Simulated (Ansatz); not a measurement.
# Si: molecular dynamics (part 3 of 3)

The same run, continued: Si (16 atoms in the cell); DFT PBEsol, scalar-relativistic, plane waves, PAW, no spin polarisation (Ansatz 0.2.0); cutoff 420 eV, 2×2×2 k-mesh, Fermi–Dirac smearing of 0.3 eV. The structure was built on a prototype by a generator; it need not be a known phase. It belongs to a series of runs on one base structure; here: dynamics from the last frame of the run before.

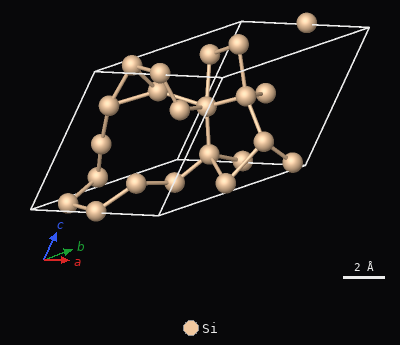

*The geometry at step 82 of the log (ball-and-stick view of the cell of the calculation, seen at an oblique angle).*

### Trajectory as extended XYZ, continued
```
16
Lattice="0.0000 5.6890 5.6890 5.6890 0.0000 5.6890 5.6890 5.6890 0.0000" Properties=species:S:1:pos:R:3:forces:R:3 step=45 time_fs=67.5 energy=-9933.49494 temperature=1711.9
Si    0.1029   -0.2981   -0.7282   -1.4507   1.1958   1.1573
Si    1.0367    0.8477    1.5615   -0.4069   0.6067  -0.5309
Si    3.7303    2.3113    1.4752   -0.7496   0.3469  -0.3123
Si    4.5068    4.5132    1.3115    0.5728   0.7682   0.2505
Si    3.1901    0.0633    2.1243   -0.9733   0.6260   1.0368
Si    3.1901    0.6559    4.5014    0.2851  -0.5185   0.3662
Si    5.4312    1.7251    2.9314    0.1035  -0.0486   1.0777
Si    6.2507    4.9595    3.2162   -0.4723  -0.7025   0.0750
Si    0.1554    2.9397    3.4005   -1.8979  -1.5335  -0.7431
Si    1.8148    4.2725    3.9368    1.7427   0.2198   0.4385
Si    3.1144    5.8785    2.8061    0.0901   0.9169  -0.0778
Si    4.2748    7.2369    4.9983    1.3353  -0.6996  -1.6961
Si    2.7925    2.7855    5.5647    1.7483   1.2388  -0.7399
Si    4.7017    4.2021    7.3742    1.0791  -1.0981  -1.4611
Si    6.2723    5.5419    5.6017   -0.5817   0.6940   0.3386
Si    7.0734    7.6417    7.0307   -0.4245  -2.0124   0.8204
16
Lattice="0.0000 5.6890 5.6890 5.6890 0.0000 5.6890 5.6890 5.6890 0.0000" Properties=species:S:1:pos:R:3:forces:R:3 step=54 time_fs=81.0 energy=-9933.78177 temperature=2000.8
Si    0.0666   -0.3027   -0.7593   -1.4998   1.5481   1.0156
Si    0.9233    0.9264    1.5253    0.0165   0.5002  -0.0915
Si    3.7971    2.2941    1.5984   -0.7391   0.6316  -1.4286
Si    4.5103    4.6651    1.2616    1.1160  -0.7379  -0.4333
Si    3.1296    0.0433    2.2757   -0.6374  -0.0257   0.0781
Si    3.1512    0.6740    4.5641    0.1551  -0.3919   0.7729
Si    5.3509    1.6679    3.0836    1.3635  -0.2712   0.6587
Si    6.3463    5.0500    3.2858   -0.1167  -0.7059  -0.7949
Si    0.1570    2.9758    3.2204   -0.8466  -1.7617   0.0148
Si    1.7933    4.3266    3.9725    1.5389  -1.1144   0.7634
Si    3.0380    5.6792    2.6161   -0.4823   2.2436   0.3688
Si    4.4904    7.2114    4.9497    0.6249  -0.1438  -0.8142
Si    2.9154    2.8046    5.6863    1.8015   1.7864  -1.2931
Si    4.8241    4.2411    7.2844   -0.5239   0.0473  -1.5528
Si    6.3190    5.5579    5.5607   -0.3231   0.7703   1.0070
Si    7.1707    7.5464    7.0309   -1.4475  -2.3750   1.7291
16
Lattice="0.0000 5.6890 5.6890 5.6890 0.0000 5.6890 5.6890 5.6890 0.0000" Properties=species:S:1:pos:R:3:forces:R:3 step=64 time_fs=96.0 energy=-9934.32524 temperature=1798.5
Si   -0.0661   -0.1589   -0.7541    0.0215   0.6476   0.4789
Si    0.7781    1.0513    1.5416    0.2323   0.1673   0.0341
Si    3.7921    2.3978    1.6999   -0.1515   0.2745  -1.0125
Si    4.5340    4.8031    1.2562    1.4837  -1.0255  -0.3326
Si    3.0754    0.1424    2.4482   -0.2383  -0.7734  -2.1337
Si    3.0873    0.6649    4.5901    0.0954   0.5182   2.3487
Si    5.3013    1.5789    3.2460    0.9501   0.1844  -0.2250
Si    6.4322    5.0932    3.3281    0.0936  -0.6053  -1.2555
Si    0.0797    2.9612    3.0059    0.7655  -1.0731   0.9778
Si    1.8144    4.3152    4.0658    0.0861  -0.7656   0.0256
Si    2.8892    5.6811    2.4054   -1.1671   0.9301   1.3649
Si    4.7809    7.1339    4.8642   -0.9350   1.1925  -0.5508
Si    3.1080    2.9138    5.7737   -0.1832   0.1373  -0.3851
Si    4.9101    4.3039    7.0833   -1.8071   0.3059  -0.6072
Si    6.2874    5.5727    5.5744    0.8943   0.0519   1.0730
Si    7.1539    7.3208    7.1306   -0.1404  -0.1669   0.1995
16
Lattice="0.0000 5.6890 5.6890 5.6890 0.0000 5.6890 5.6890 5.6890 0.0000" Properties=species:S:1:pos:R:3:forces:R:3 step=73 time_fs=109.5 energy=-9933.90089 temperature=1032.5
Si   -0.1292   -0.0319   -0.7124    0.8084  -0.1627   0.5761
Si    0.6669    1.1145    1.5508    0.6047  -0.7837  -0.6869
Si    3.7159    2.4863    1.7442    0.2028   0.0142  -0.2259
Si    4.6120    4.8416    1.2711   -0.0194  -0.3431   0.9604
Si    2.9773    0.2413    2.4860   -0.1298  -0.5888  -1.7456
Si    3.0700    0.6796    4.7068    0.1065   0.5215   1.5794
Si    5.2856    1.5271    3.3140    0.3533   0.9867  -1.2406
Si    6.4404    5.0832    3.3020   -0.2071  -0.4061  -0.5553
Si    0.0868    2.8547    2.9038    0.3326   1.1185   0.6294
Si    1.7857    4.2923    4.0764   -0.1974  -0.4628  -0.0696
Si    2.7217    5.7681    2.3784    2.2065  -2.6200   1.9055
Si    4.9598    7.1387    4.7179   -1.2506   0.9240  -0.5419
Si    3.1903    2.9818    5.8381   -1.1533  -0.4831  -0.7876
Si    4.8440    4.3559    6.9276   -1.2952  -0.4342   1.2190
Si    6.3126    5.6100    5.6764    1.3777  -0.2101  -0.0450
Si    7.1515    7.2115    7.2333   -1.7397   2.9296  -0.9715
16
Lattice="0.0000 5.6890 5.6890 5.6890 0.0000 5.6890 5.6890 5.6890 0.0000" Properties=species:S:1:pos:R:3:forces:R:3 step=82 time_fs=123.0 energy=-9934.29272 temperature=935.4
Si   -0.1583    0.0551   -0.6321    0.8464  -0.2731   0.2074
Si    0.6346    1.1242    1.5292    0.8952  -1.4723  -1.1574
Si    3.6449    2.5651    1.8306    0.2218   0.2443   0.1822
Si    4.6982    4.8359    1.3453   -0.6524  -0.2955   1.2698
Si    2.9230    0.3335    2.4082   -0.1179  -0.6655  -0.2556
Si    3.0484    0.7438    4.8696    0.2313   0.1018  -0.0700
Si    5.2855    1.5122    3.2812    0.0239   0.9621  -1.0642
Si    6.4281    5.0021    3.2801   -0.1768  -0.0207  -0.3429
Si    0.1383    2.7730    2.8861    0.0510   2.9412  -0.0808
Si    1.7422    4.2209    4.1118   -0.2089  -0.1965   0.0443
Si    2.6698    5.7361    2.4917    1.6927  -1.3892   0.7654
Si    5.0105    7.1760    4.5490   -0.9150  -0.9078   0.5116
Si    3.1711    3.0041    5.8851   -1.7942  -0.8307  -1.0799
Si    4.7143    4.3739    6.8600    0.2160   0.2275   1.7116
Si    6.4379    5.6597    5.7539    0.0352  -0.2494  -0.5820
Si    7.0889    7.2946    7.2786   -0.3484   1.8238  -0.0595
16
Lattice="0.0000 5.6890 5.6890 5.6890 0.0000 5.6890 5.6890 5.6890 0.0000" Properties=species:S:1:pos:R:3:forces:R:3 step=91 time_fs=136.5 energy=-9935.02261 temperature=947.6
Si   -0.1593    0.1506   -0.5510    0.3211  -0.4558  -0.4552
Si    0.6425    1.0841    1.4708    0.6478  -0.0929   0.0665
Si    3.6026    2.6195    1.8943    0.0584   0.1187   0.3248
Si    4.7280    4.8061    1.4645   -0.4393  -0.3236   0.6143
Si    2.8281    0.3347    2.3181    0.3007  -0.5313   0.3769
Si    3.0721    0.8309    5.0529    0.4618  -0.6979  -1.0234
Si    5.3010    1.5439    3.1938   -0.2602   0.5173  -0.2073
Si    6.4177    4.9363    3.2678   -0.0121   0.1585  -0.0577
Si    0.1612    2.8583    2.8662   -0.2459   1.2262  -0.4327
Si    1.7043    4.1292    4.1740   -0.0875   0.3939  -0.0829
Si    2.7621    5.6487    2.6240    0.3900   0.4524   0.1497
Si    4.9661    7.1251    4.4709   -0.5122  -0.9652   0.0256
Si    3.0672    2.9933    5.9036   -1.0932   0.1723  -0.2892
Si    4.6366    4.4012    6.9316    0.3635   0.3571   0.9974
Si    6.5514    5.6888    5.7647   -0.8398  -0.3110  -0.3516
Si    7.0349    7.4275    7.2926    0.9467  -0.0188   0.3447
16
Lattice="0.0000 5.6890 5.6890 5.6890 0.0000 5.6890 5.6890 5.6890 0.0000" Properties=species:S:1:pos:R:3:forces:R:3 step=100 time_fs=150.0 energy=-9934.88504 temperature=648.1
Si   -0.0972    0.1880   -0.5014   -0.4926  -0.7602  -1.5650
Si    0.6705    1.0204    1.4190    0.6446   1.2453   1.4086
Si    3.5853    2.6651    1.9480   -0.3441  -0.1896   0.2448
Si    4.7387    4.8038    1.5872    0.0234  -0.4642  -0.4326
Si    2.7748    0.2461    2.2537    0.4850   0.0696   0.7673
Si    3.1208    0.8636    5.1709    0.4859  -1.5462  -1.2617
Si    5.3047    1.5967    3.1166   -0.2236  -0.0371   0.5817
Si    6.4149    4.8780    3.2586    0.3466   0.2146   0.4368
Si    0.1517    2.9691    2.8142   -0.3348  -0.6843  -0.1114
Si    1.6415    4.0969    4.2139    0.0778   0.8777  -0.2603
Si    2.8882    5.5960    2.7277   -0.4437   1.1845   0.6284
Si    4.9129    7.0401    4.4016   -0.1756  -0.6028  -0.6042
Si    2.9198    2.9716    5.9028    0.1651   1.5573   0.5444
Si    4.6057    4.4715    7.0870   -0.2122   0.0056  -0.3553
Si    6.5643    5.7021    5.7772   -0.9880  -0.1098  -0.2615
Si    7.0394    7.5112    7.3086    0.9862  -0.7606   0.2401
16
Lattice="0.0000 5.6890 5.6890 5.6890 0.0000 5.6890 5.6890 5.6890 0.0000" Properties=species:S:1:pos:R:3:forces:R:3 step=109 time_fs=163.5 energy=-9934.92283 temperature=544.6
Si   -0.0635    0.1609   -0.5500   -0.2267  -0.4262  -0.9736
Si    0.6975    1.0209    1.4287    0.3992   1.0443   0.9015
Si    3.5518    2.6879    2.0042   -0.5410  -0.1589   0.1374
Si    4.7748    4.8165    1.6607   -0.1812  -0.5599  -0.9406
Si    2.7613    0.1534    2.2458    0.1428   0.5441   1.0535
Si    3.2156    0.7742    5.2364   -0.1249  -0.3980  -0.7978
Si    5.2931    1.6393    3.0900    0.1336  -0.2728   0.6373
Si    6.4115    4.8184    3.2941    0.6883   0.2323   0.6420
Si    0.1205    3.0259    2.7652    0.3170  -1.5836   0.8511
Si    1.6289    4.1129    4.2465   -0.2361   0.8937  -0.8380
Si    2.9631    5.6355    2.8104   -0.5663   1.2983   0.8089
Si    4.8555    6.9690    4.3386   -0.0565  -0.3082  -0.8708
Si    2.8043    3.0122    5.9433    1.2059   0.6954   0.2632
Si    4.6122    4.5202    7.2272   -0.4856   0.3673  -1.4543
Si    6.5241    5.7687    5.7601   -0.9231  -0.2413  -0.1824
Si    7.0905    7.5167    7.3233    0.4544  -1.1266   0.7628
```

The run was set up as follows.

### Input
```yaml
crystal:
  lattice:
    - [0.0, 5.688954, 5.688954]
    - [5.688954, 0.0, 5.688954]
    - [5.688954, 5.688954, 0.0]
  atoms:
    - { symbol: Si, position: [-0.03968931, 0.0066773, 0.01764678] }
    - { symbol: Si, position: [0.15084329, 0.15614687, 0.03965265] }
    - { symbol: Si, position: [0.00577383, 0.1224027, 0.41483874] }
    - { symbol: Si, position: [0.15891042, 0.09002872, 0.66415607] }
    - { symbol: Si, position: [-0.07498448, 0.45774955, 0.13401145] }
    - { symbol: Si, position: [0.13875618, 0.69674695, -0.03626215] }
    - { symbol: Si, position: [-0.01661445, 0.56533253, 0.37436498] }
    - { symbol: Si, position: [0.1461878, 0.48818669, 0.613863] }
    - { symbol: Si, position: [0.49343558, 0.00142945, 0.00871686] }
    - { symbol: Si, position: [0.51859157, 0.13177393, 0.21572174] }
    - { symbol: Si, position: [0.57461354, -0.07412385, 0.56455755] }
    - { symbol: Si, position: [0.68247704, 0.15281227, 0.6289281] }
    - { symbol: Si, position: [0.44877037, 0.51329963, 0.04392153] }
    - { symbol: Si, position: [0.57654544, 0.62462455, 0.19550107] }
    - { symbol: Si, position: [0.44084918, 0.50437849, 0.5440713] }
    - { symbol: Si, position: [0.5518158, 0.62363799, 0.66049362] }
basis:
  ecutwfc: 420.0
kpoints:
  mp_grid: { grid: [2, 2, 2] }
hamiltonian:
  xc: pbesol
scf:
  occupations: { method: fermi_dirac, width: 0.3 }
  lower_state_search: "off"
md:
  timestep: 1.5
  n_steps: 109
  ensemble: nvt_langevin
  temperature: 2800.0
  initial_velocities: maxwell_boltzmann
  seed: 355693
  friction: 0.02
  temperature_schedule:
    - { n_steps: 82, end_temperature: 300.0 }
    - { n_steps: 27, end_temperature: 300.0 }
```

Launched with:
```bash
ansatz run input.yaml --threads 1 --pin off --max-ram 3072MiB --backend cpu --events-out ev --progress --plain --runs-dir out
```

### Summary

```tsv
quantity	value
outcome	finished
mean temperature over the second half	1122 K
trajectory	109 steps, 163.5 fs
ensemble	nvt_langevin
temperature in the input	2800.0 K
time step	1.5 fs
space group of the start (tolerance 0.01 Å)	P1 (1)
electrons treated	64
potential energy (free energy of the electrons) (last step)	−9934.9228 eV
Fermi energy (last step)	4.923 eV
largest force (length of the vector) (last step)	1.826 eV/Å
hardware	1 thread of Arm Neoverse V2, 128 GiB of memory available, shared host
wall time	11 min
peak memory	0.71 GiB
```

### Notes

So short a trajectory is not equilibrated. The logged temperature at the start can lie below the typed one, since it is counted over all degrees of freedom. The temperature stays far from the 2800 K of the thermostat over the second half: the run isn't equilibrated.
